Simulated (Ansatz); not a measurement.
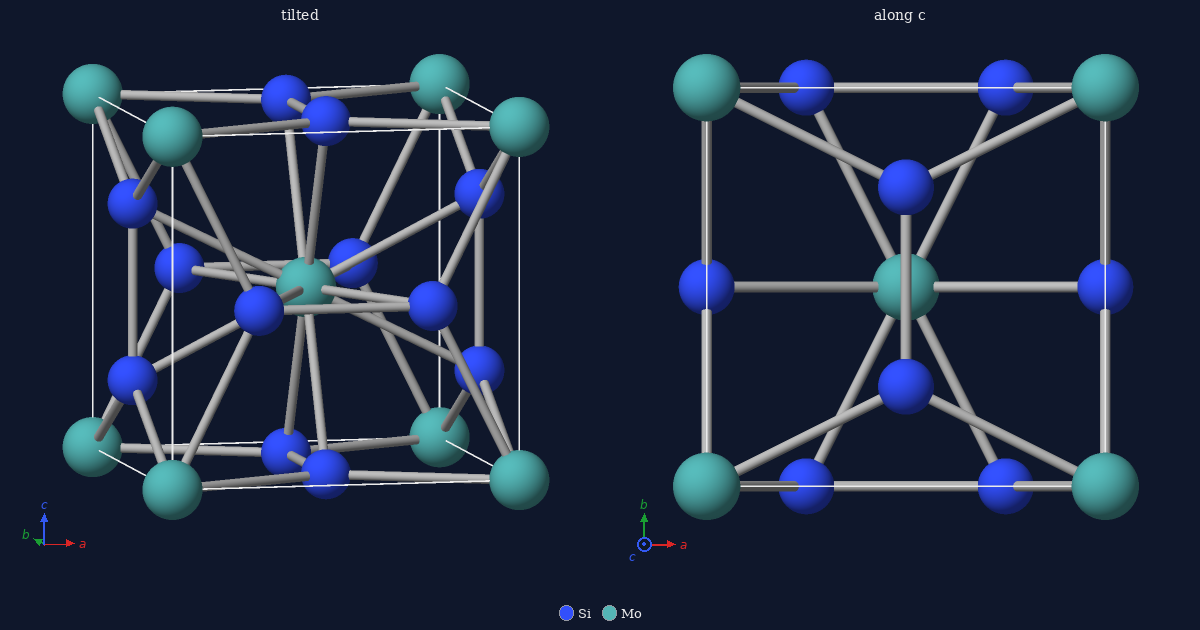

Ball-and-stick representation of a periodic structure, projected slightly off an axis and along the c axis. Atoms at the boundary of the conventional unit cell (the box) are drawn once for each face, edge or corner they touch. Cell: a = 4.81 Å, b = 4.81 Å, c = 4.81 Å, α = 90.00°, β = 90.00°, γ = 90.00°.

It goes back to a structure type filled with these elements by a generator (whether the compound takes this form wasn't checked). Earlier steps of the study may have refined or changed the cell and positions. It was run through Ansatz as a DFT input.

Question: What structure is drawn here?

Answer: The compound is Si₃Mo. The structure has Pm-3n (No. 223) symmetry and a primitive cubic lattice. The prototype is Cr₃Si (A15) type. Content of the cell: 6 Si, 2 Mo (Z = 2). Si is surrounded by four Mo and two Si (about 2.7 Å to Mo, 2.4 Å to Si). About every Mo there are twelve Si at about 2.7 Å. The bonds build a three-dimensional framework.

Electronic-structure method: Ansatz, DFT PBE, scalar-relativistic, plane waves, PAW. Parameters: plane waves up to 420 eV, an 8×8×8 grid in reciprocal space, Gaussian smearing of 0.1 eV, no spin polarisation.

Question: What is the band gap, if any?

Answer: A metal: bands cross the Fermi level.

Question: What net charge does each kind of atom have (Bader)?

Answer: Si -0.04 e; Mo +0.11 e.

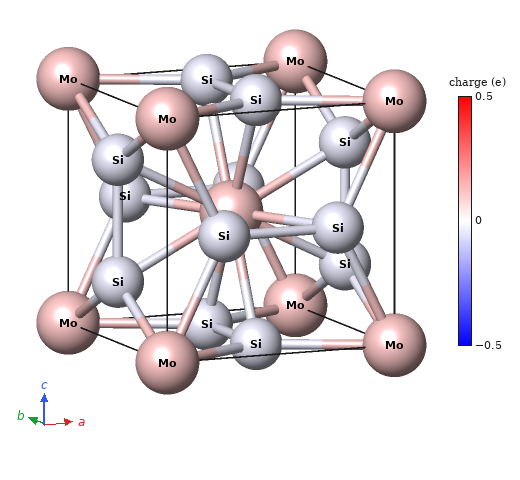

The atoms coloured by those charges. The run's cell of 8 atoms is drawn.

Question: Are forces and stress small enough to call this relaxed?

Answer: Yes. All forces vanish to within 0.01 eV/Å. The pressure is 0.0 GPa, close to zero.
